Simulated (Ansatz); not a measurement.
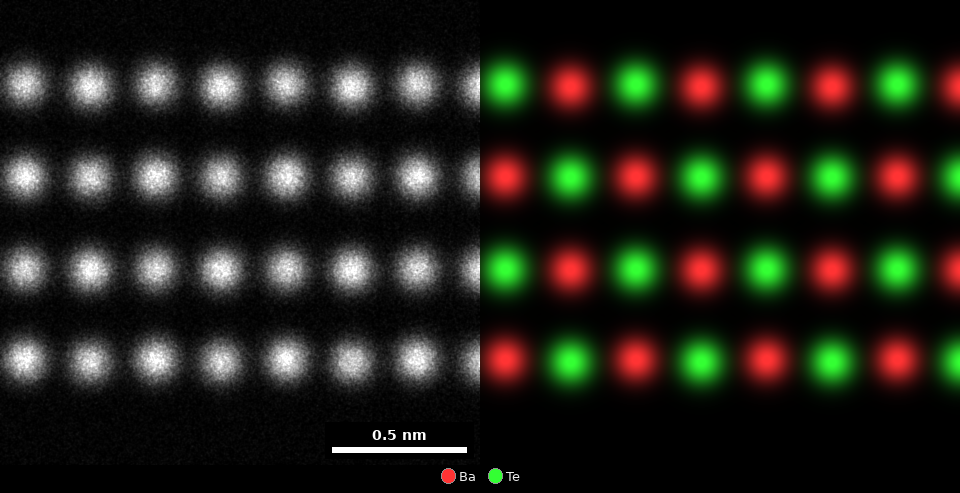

Cross-section of a (100) slab of BaTe (Fm-3m), seen along a direction in its plane, the normal pointing up. Simulation: incoherent imaging, intensity Z^1.6 per atom, probe width 1.20 Å, thin sample. Shot noise was added. Structure: coordinates from a relaxation in a fixed cell with DFT PBEsol, scalar-relativistic, plane waves, PAW (Ansatz 0.2.0). The right panel is a simulated map of the elements in the same area (atoms counted along the beam, one colour per element).

How many atomic planes does the slab have, and what do they hold from top to bottom?

Answer. 4 planes (atoms within 0.35 Å in height count as one plane):

```json
{"plane": "1", "content": "BaTe", "depth below the top plane (Å)": "0.0"}
{"plane": "2", "content": "BaTe", "depth below the top plane (Å)": "3.4"}
{"plane": "3", "content": "BaTe", "depth below the top plane (Å)": "6.9"}
{"plane": "4", "content": "BaTe", "depth below the top plane (Å)": "10.3"}
```

How thick is it, and how does it end on either side?

Answer. The outermost planes are 10.3 Å apart. The upper face ends in BaTe and the lower in BaTe, so the sequence of planes is the same from both sides.
